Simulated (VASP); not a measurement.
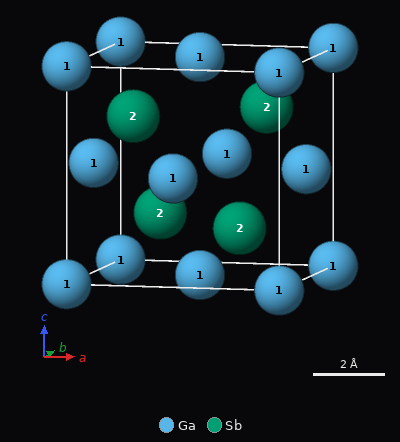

The structure as given in the input (spheres-only view of the cell 4 times as large as that of the calculation, set on its symmetry axes, seen slightly off an axis; atoms are numbered from 1 in the order of the input). An atom can appear more than once, as a periodic image.

# Geometry relaxation of GaSb (part 1 of 2)

- system: GaSb (F-43m, 2 atoms in the cell)
- method: Kohn-Sham DFT of a periodic cell, PBE, VASP PAW PBE potentials, recommended, no spin polarisation (VASP 6.6.1)

The structure derives from an entry of the Crystallography Open Database.

**OSZICAR**
```
N       E                     dE             d eps       ncg     rms          rms(c)
DAV:   1     0.792510136641E+02    0.79251E+02   -0.87171E+03   208   0.165E+03
DAV:   2    -0.139052974185E+01   -0.80642E+02   -0.77661E+02   228   0.313E+02
DAV:   3    -0.713762944757E+01   -0.57471E+01   -0.57243E+01   268   0.726E+01
DAV:   4    -0.724028144915E+01   -0.10265E+00   -0.10261E+00   236   0.107E+01
DAV:   5    -0.724363712742E+01   -0.33557E-02   -0.33556E-02   264   0.174E+00    0.299E+00
DAV:   6    -0.719838540763E+01    0.45252E-01   -0.81824E-02   287   0.477E+00    0.180E+00
DAV:   7    -0.718724701416E+01    0.11138E-01   -0.47987E-02   233   0.185E+00    0.368E-01
DAV:   8    -0.718873718213E+01   -0.14902E-02   -0.56572E-03   244   0.977E-01    0.784E-02
DAV:   9    -0.718937580730E+01   -0.63863E-03   -0.83946E-04   228   0.273E-01    0.343E-02
DAV:  10    -0.718948888663E+01   -0.11308E-03   -0.11642E-04   233   0.738E-02    0.106E-02
DAV:  11    -0.718950931361E+01   -0.20427E-04   -0.36186E-05   218   0.587E-02    0.500E-03
DAV:  12    -0.718951091501E+01   -0.16014E-05   -0.26025E-06   233   0.123E-02    0.250E-03
DAV:  13    -0.718951053771E+01    0.37731E-06   -0.12986E-07   178   0.284E-03    0.268E-04
DAV:  14    -0.718951053706E+01    0.64028E-09   -0.17328E-08   159   0.132E-03
   1 F= -.71895105E+01 E0= -.71892695E+01  d E =-.718951E+01
       N       E                     dE             d eps       ncg     rms          rms(c)
DAV:   1    -0.718953568175E+01   -0.25144E-04   -0.33478E-04   268   0.327E-01    0.280E-02
DAV:   2    -0.718951680129E+01    0.18880E-04   -0.37097E-05   263   0.120E-01    0.129E-02
DAV:   3    -0.718951192200E+01    0.48793E-05   -0.61095E-06   268   0.422E-02    0.283E-03
DAV:   4    -0.718951130158E+01    0.62041E-06   -0.56615E-07   213   0.114E-02    0.951E-04
DAV:   5    -0.718951119251E+01    0.10907E-06   -0.35561E-08   104   0.276E-03    0.207E-04
DAV:   6    -0.718951118159E+01    0.10921E-07   -0.88122E-09   104   0.176E-03
   2 F= -.71895112E+01 E0= -.71892701E+01  d E =-.644523E-06
```

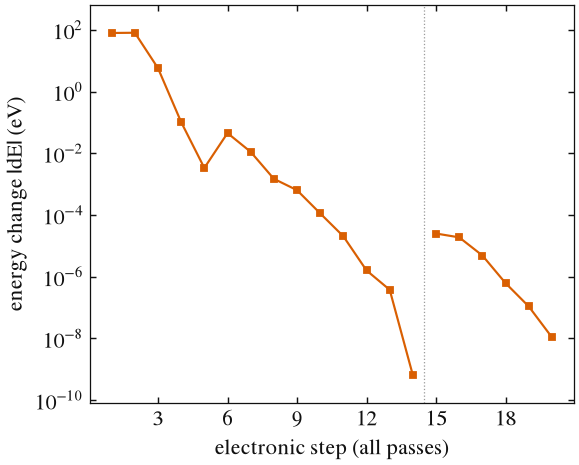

Convergence of the self-consistent field: energy change |dE| against the electronic step. Each stretch between dotted lines is the SCF of one geometry step of a relaxation. The 2 ionic steps take 6 to 14 electronic steps each. The density is held fixed in the first few steps, and dE rises again when its update begins.

**Parts of OUTCAR**
```
SYSTEM = GaSb
   PREC = Accurate
   ENCUT = 520
   EDIFF = 1E-7
   ISMEAR = 0
   LREAL = .False.
   LASPH = .True.
   NELM = 60
   ISIF = 3
   GGA = PE
   IBRION = 2
   NSW = 80
   EDIFFG = -0.002

 ion  position               nearest neighbor table
   1  0.000  0.000  0.000-   2 2.71   2 2.71   2 2.71   2 2.71
   2  0.250  0.250  0.250-   1 2.71   1 2.71   1 2.71   1 2.71

  LATTYP: Found a face centered cubic cell.
 ALAT       =     6.2469471284

  Lattice vectors:

 A1 = (   0.0000000000,   3.1234735642,   3.1234735642)
 A2 = (   3.1234735642,   0.0000000000,   3.1234735642)
 A3 = (   3.1234735642,   3.1234735642,   0.0000000000)

Analysis of symmetry for initial positions (statically):
=====================================================================
 Subroutine PRICEL returns:
 Original cell was already a primitive cell.

 Routine SETGRP: Setting up the symmetry group for a
 face centered cubic supercell.

 Subroutine GETGRP returns: Found 24 space group operations
 (whereof 24 operations were pure point group operations)
 out of a pool of 48 trial point group operations.

The static configuration has the point symmetry T_d .

Analysis of symmetry for dynamics (positions and initial velocities):
=====================================================================
 Subroutine PRICEL returns:
 Original cell was already a primitive cell.

 Routine SETGRP: Setting up the symmetry group for a
 face centered cubic supercell.

 Subroutine GETGRP returns: Found 24 space group operations
 (whereof 24 operations were pure point group operations)
 out of a pool of 48 trial point group operations.

The dynamic configuration has the point symmetry T_d .

 Subroutine INISYM returns: Found 24 space group operations
 (whereof 24 operations are pure point group operations),
 and found     1 'primitive' translations

----------------------------------------------------------------------------------------

                                     Primitive cell

  volume of cell :      60.9458

  direct lattice vectors                    reciprocal lattice vectors
     0.000000000  3.123473564  3.123473564    -0.160078192  0.160078192  0.160078192
     3.123473564  0.000000000  3.123473564     0.160078192 -0.160078192  0.160078192
     3.123473564  3.123473564  0.000000000     0.160078192  0.160078192 -0.160078192

  length of vectors
     4.417258676  4.417258676  4.417258676     0.277263561  0.277263561  0.277263561

  position of ions in fractional coordinates (direct lattice)
     0.000000000  0.000000000  0.000000000
     0.250000000  0.250000000  0.250000000

  ion indices of the primitive-cell ions
   primitive index   ion index
                 1           1
                 2           2

----------------------------------------------------------------------------------------

 KPOINTS: regular mesh

Automatic generation of k-mesh.
 Grid dimensions read from file:
 generate k-points for:    4    4    4

 Generating k-lattice:

  Cartesian coordinates                     Fractional coordinates (reciprocal lattice)
    -0.040019548  0.040019548  0.040019548     0.250000000  0.000000000  0.000000000
     0.040019548 -0.040019548  0.040019548     0.000000000  0.250000000  0.000000000
     0.040019548  0.040019548 -0.040019548     0.000000000  0.000000000  0.250000000

  Length of vectors
     0.069315890  0.069315890  0.069315890

  Shift w.r.t. Gamma in fractional coordinates (k-lattice)
     0.000000000  0.000000000  0.000000000

 Subroutine IBZKPT returns following result:
 ===========================================

 Found      8 irreducible k-points:

 Following reciprocal coordinates:
            Coordinates               Weight
  0.000000  0.000000  0.000000      1.000000
  0.250000  0.000000  0.000000      8.000000
  0.500000  0.000000  0.000000      4.000000
  0.250000  0.250000  0.000000      6.000000
  0.500000  0.250000  0.000000     24.000000
 -0.250000  0.250000  0.000000     12.000000
  0.500000  0.500000  0.000000      3.000000
 -0.250000  0.500000  0.250000      6.000000
   k-points           NKPTS =      8   k-points in BZ     NKDIM =      8   number of bands    NBANDS=     13
   number of dos      NEDOS =    301   number of ions     NIONS =      2
   total plane-waves  NPLWV =  46656
   dimension x,y,z NGX =    36 NGY =   36 NGZ =   36
   dimension x,y,z NGXF=    72 NGYF=   72 NGZF=   72
   ions per type =               1   1
   NGX,Y,Z   is equivalent  to a cutoff of  13.55, 13.55, 13.55 a.u.
   NGXF,Y,Z  is equivalent  to a cutoff of  27.10, 27.10, 27.10 a.u.
 SYSTEM =  GaSb
   PREC   = accura    normal or accurate (medium, high low for compatibility)
   ISTART =      0    job   : 0-new  1-cont  2-samecut
   ICHARG =      2    charge: 1-file 2-atom 10-const
   ISPIN  =      1    spin polarized calculation?
   LNONCOLLINEAR =      F non collinear calculations
   LSORBIT =      F    spin-orbit coupling
   LASPH  =      T    aspherical Exc in radial PAW
   ENCUT  =  520.0 eV  38.22 Ry    6.18 a.u.   8.21  8.21  8.21*2*pi/ulx,y,z
   NELM   =     60;   NELMIN=  2; NELMDL= -5     # of ELM steps
   EDIFF  = 0.1E-06   stopping-criterion for ELM
   LREAL  =      F    real-space projection
   EDIFFG = -.2E-02   stopping-criterion for IOM
   NSW    =     80    number of steps for IOM
   IBRION =      2    ionic relax: 0-MD 1-quasi-New 2-CG
   NFREE  =      1    steps in history (QN), initial steepest desc. (CG)
   ISIF   =      3    stress and relaxation
   ISYM   =      2    0-nonsym 1-usesym 2-fastsym
   POTIM  = 0.5000    time-step for ionic-motion
   TEBEG  =    0.0;   TEEND  =   0.0 temperature during run
   PSTRESS=    0.0 pullay stress
   NELECT =      18.0000    total number of electrons
   NUPDOWN=      -1.0000    fix difference up-down
   EMIN   =  10.00;   EMAX   =-10.00  energy-range for DOS
   EFERMI =   0.00;   METHOD = LEGACY
   ISMEAR =     0;   SIGMA  =   0.02  broadening in eV -4-tet -1-fermi 0-gaus
   EFERMI_NEDOS =   21; number of points for ismear=-14 and -15
   IALGO  =     38    algorithm
   IMIX   =      4    mixing-type and parameters
     AMIX     =   0.40;   BMIX     =  1.00
     AMIX_MAG =   1.60;   BMIX_MAG =  1.00
  volume/ion in A,a.u.               =      30.47       205.64
  Fermi-wavevector in a.u.,A,eV,Ry     =   1.090229  2.060235 16.171883  1.188600
  Thomas-Fermi vector in A             =   2.226449
   LORBIT       =      0    0 simple, 1 ext, 2 COOP (PROOUT), +10 PAW based schemes
   GGA     = PE    functional components
   LHFCALC =     F    Hartree Fock is set to
   AEXX    =    0.0000 exact exchange contribution
   IVDW    =     0    specifies the selected vdW correction
   LEPSILON=     F    determine dielectric tensor
   LRPA    =     F    only Hartree local field effects (RPA)
 conjugate gradient relaxation of ions
 non-spin polarized calculation
 Gauss-broadening in eV      SIGMA  =   0.02
  energy-cutoff  :      520.00
  volume of cell :       60.95
 maximum number of plane-waves:      1676
 NGX is ok and might be reduce to    36
   NGX = 17   NGY = 17   NGZ = 17

--------------------------------------- Ionic step        1  -------------------------------------------

 number of electron      17.9999994 magnetization

 Free energy of the ion-electron system (eV)
  ---------------------------------------------------
  ext. energy  EPLUGINS =         0.00000000
  ---------------------------------------------------
  free energy    TOTEN  =        -7.18951054 eV

  energy without entropy =       -7.18902847  energy(sigma->0) =       -7.18926950

------------------------ aborting loop because EDIFF is reached ----------------------------------------

  FORCE on cell =-STRESS in cart. coord.  units (eV):
  Direction    XX          YY          ZZ          XY          YZ          ZX
  --------------------------------------------------------------------------------------
  -------------------------------------------------------------------------------------
  Total        0.0054611      0.0054611      0.0054611      0.0000000     -0.0000000      0.0000000
  in kB        0.1435653      0.1435653      0.1435653      0.0000000     -0.0000000      0.0000000
  external PRESSURE =       0.1435653 kB  Pullay stress =       0.0000000 kB
```
